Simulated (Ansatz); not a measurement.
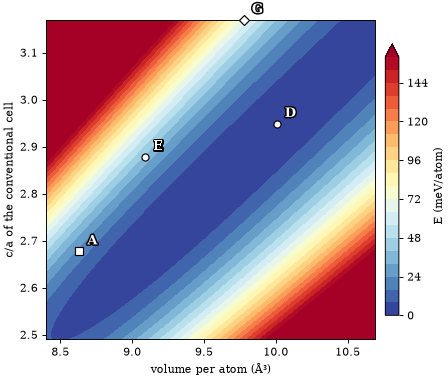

BN (P6_3/mmc, No. 194; 4 atoms in the cell). The energy is mapped over volume and the cell's shape. The first coordinate is: volume per atom; the second: c/a of the conventional cell. Nothing is relaxed (symmetry fixes all fractional coordinates). The scan uses an 11 × 11 grid. Points are written as (first, second). Energies are in meV/atom, from the lowest grid point. All numbers below come from DFT PBEsol, scalar-relativistic, plane waves, PAW (Ansatz). Settings: cutoff 520 eV, k-mesh 12×12×4 in the order of the run's cell vectors, gaussian smearing 0.05 eV, no spin polarisation.

The picture shows filled contours, one colour for all values above the top of the scale, lettered points. Between grid points the surface is interpolated.

Q: Is A the lowest point of the computed grid?

A: No. A lies 21 meV/atom above the lowest grid point, which is at (9.547 Å³, 2.809).

Q: Rank the lettered points by energy, lowest first.

A: D (0.47 meV/atom), A (21 meV/atom), E (38 meV/atom), G (68 meV/atom).

Q: What kind of point is each of A, E: minimum, saddle, maximum or slope?

A: A: on a slope; E: on a slope. (In these two coordinates alone; a stationary point may lie a little off the grid point.)

PAW datasets: the set soft_1.
